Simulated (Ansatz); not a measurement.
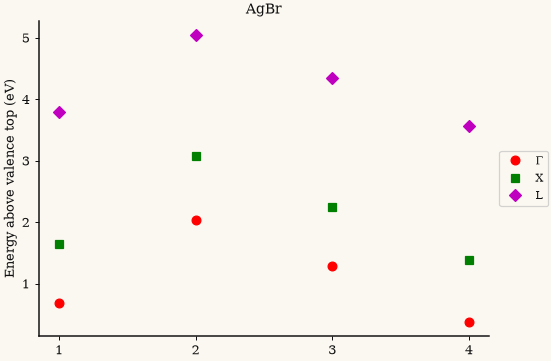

Lowest conduction level at each named k point, counted from the valence-band top at L, by several methods on one cell of rocksalt AgBr, space group Fm-3m, 2 atoms in the primitive cell, relaxed with r2SCAN; cubic a = 5.786 Å. All runs are without spin-orbit coupling and carry no moments.

Question: Which column is which method? They are HSE06, PBE, LDA and r2SCAN.

Answer: 1 is PBE; 2 is HSE06; 3 is r2SCAN; 4 is LDA.

| method | program | Γ (eV) | X (eV) | L (eV) |
| --- | --- | --- | --- | --- |
| LDA | Ansatz | 0.38 | 1.39 | 3.56 |
| PBE | Ansatz | 0.68 | 1.65 | 3.80 |
| r2SCAN | Ansatz | 1.29 | 2.24 | 4.34 |
| HSE06 | Ansatz | 2.03 | 3.08 | 5.04 |

Question: Does HSE06 shift these levels rigidly from PBE?

Answer: The shifts are +1.35 eV at Γ, +1.43 eV at X and +1.24 eV at L, and at points that aren't plotted +1.45 eV (U) and +1.47 eV (W): over the named points that both runs hold, a spread of 0.23 eV on a mean of 1.39 eV, so one shift describes them only roughly.

Settings. LDA: Ansatz PAW set, 8×8×8 k mesh, 420 eV cutoff, fixed occupations (Ansatz). PBE: Ansatz PAW set, 8×8×8 k mesh, 420 eV cutoff, Fermi-Dirac smearing of 0.02 eV (Ansatz). r2SCAN: Ansatz PAW set, 8×8×8 k mesh, 500 eV cutoff, fixed occupations (Ansatz 0.2.0). HSE06: Ansatz PAW set, 6×6×6 k mesh, 420 eV cutoff, fixed occupations (Ansatz 0.2.0).

These are four of the 7 methods that were run on this cell. Spin-orbit coupling is left out, which matters for Br. LDA, r2SCAN and HSE06: the PAW data sets were made with another functional. LDA, GGA and most meta-GGA functionals understate gaps. HSE06: the k mesh is thin for exact exchange.
